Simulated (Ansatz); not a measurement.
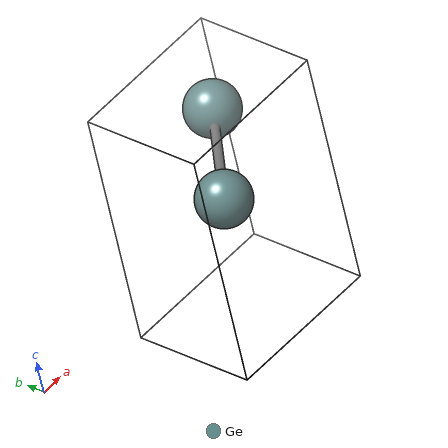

System: Ge, space group Fd-3m (No. 227). The picture shows the cell.

The given structure:
```xyz
2
Lattice="0.0000 2.8288 2.8288 2.8288 0.0000 2.8288 2.8288 2.8288 0.0000" Properties=species:S:1:pos:R:3 pbc="T T T"
Ge    2.8288    2.8288    2.8288
Ge    4.2432    4.2432    4.2432
```

How it was computed, with Ansatz 0.2.0: homogeneous strain of a crystal along one Voigt pattern with engineering shear, fractional coordinates fixed, by plane-wave density functional theory with PAW datasets, free energies less that of the undisturbed cell; scalar-relativistic. Level: r2SCAN, no spin polarisation.

```json
{"setting": "wave cutoff", "value": "500 eV"}
{"setting": "k mesh", "value": "10×10×10"}
{"setting": "occupations", "value": "Gaussian"}
{"setting": "smearing width", "value": "0.05 eV"}
{"setting": "k shift", "value": "(0, 0, 0) (mesh steps)"}
{"setting": "start", "value": "as given"}
{"setting": "strain pattern", "value": "(1, -1, 0, 0, 0, 0) (xx yy zz yz xz xy with engineering shear)"}
```

The points at strain −0.015, −0.005, 0.01 and 0.02 follow from computed ones by symmetry.

Describe the result: the energy change against strain. The strain takes the values −0.0200, −0.0150, −0.0100, −0.0050, 0.0000, 0.0025, 0.0050, 0.0075, 0.0100, 0.0125, 0.0150, 0.0175, 0.0200.

The energy change is 4.74 meV/atom at strain −0.0200 and 4.74 meV/atom at 0.0200; the lowest computed point is at strain 0.0000 (0.00 meV/atom). The slope of tensile stress is 167 GPa. The second derivative of tensile stress is 0 GPa. The tensile stress at start is 0 GPa.

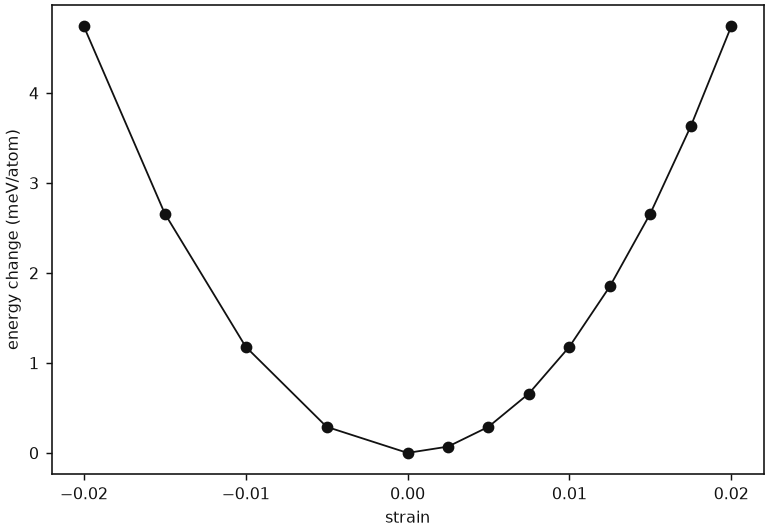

Keep in mind: reference crystal is not relaxed.
